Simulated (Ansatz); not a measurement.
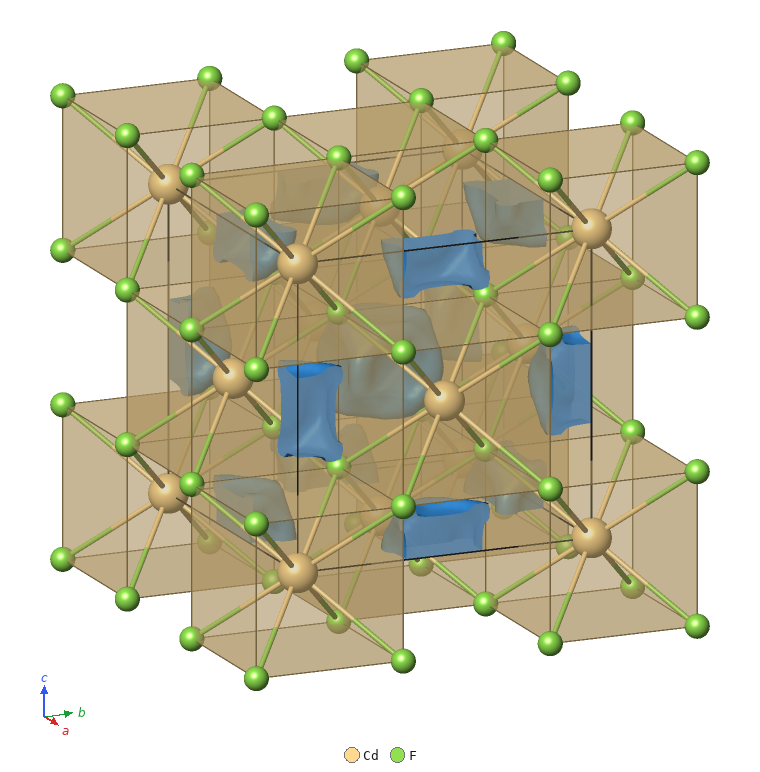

Bond-valence mismatch map for Li+ in CdF2 in space group Fm-3m: the blue surface encloses the points where |V − 1| < 0.5 v.u. (1×1×1 cells, view slightly off an axis). Pale faces close the region where the drawn box cuts it.

At each point the valence sum V of a Li+ ion is computed from the anions within 5 Å (s = exp((R0 − d)/b), R0 fitted to published crystal structures with b = 0.37 Å; R0: Li+–F 1.348 Å). Points too close to the other cations are excluded (2.0 Å from Cd). Li+ is a guest here, not part of the formula. This is an empirical screen for pathways, not an energy calculation.

Origin of the cell: coordinates from a relaxation with DFT PBE+D3(BJ), scalar-relativistic, plane waves, PAW in Ansatz.

```cif
data_structure
_symmetry_space_group_name_H-M 'Fm-3m'
_symmetry_Int_Tables_number 225
_cell_length_a 5.4448
_cell_length_b 5.4448
_cell_length_c 5.4448
_cell_angle_alpha 90.000
_cell_angle_beta 90.000
_cell_angle_gamma 90.000
_cell_volume 161.41
loop_
_atom_site_label
_atom_site_type_symbol
_atom_site_symmetry_multiplicity
_atom_site_Wyckoff_symbol
_atom_site_fract_x
_atom_site_fract_y
_atom_site_fract_z
_atom_site_occupancy
Cd1 Cd 4 a 0.00000 0.00000 0.00000 1
F1 F 8 c 0.25000 0.75000 0.75000 1
```

Question: What pathways for Li+ does the map suggest at this level?

Answer: No path at this level: the regions are isolated pockets that do not connect across cells.

Question: At which mismatch do paths open?

Answer: No path opens below 0.7 v.u. These are grid estimates, good to about 0.1 v.u.
